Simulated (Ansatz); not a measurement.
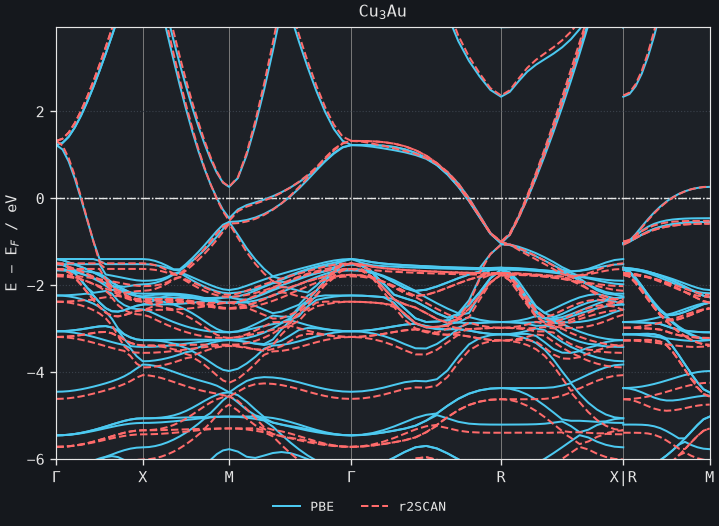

Band structures of Cu₃Au, space group Pm-3m (No. 221), 4 atoms in the cell, by two methods on the same cell. Each is counted from its own Fermi level.

Question: How do the methods compare?

Answer: Both give a metal. The 4 bands that come within 1 eV of the Fermi level differ by 0.08 eV on average and by 0.28 eV at most (between X and M).

Settings. PBE: DFT PBE, scalar-relativistic, plane waves, PAW, no spin polarisation, 12×12×12 k mesh, 420 eV cutoff, Gaussian smearing of 0.1 eV (Ansatz 0.2.0). r2SCAN: DFT r2SCAN, scalar-relativistic, plane waves, PAW, no spin polarisation, 12×12×12 k mesh, 500 eV cutoff, Gaussian smearing of 0.1 eV (Ansatz 0.2.0).

Spin-orbit coupling is left out, which matters for Au.
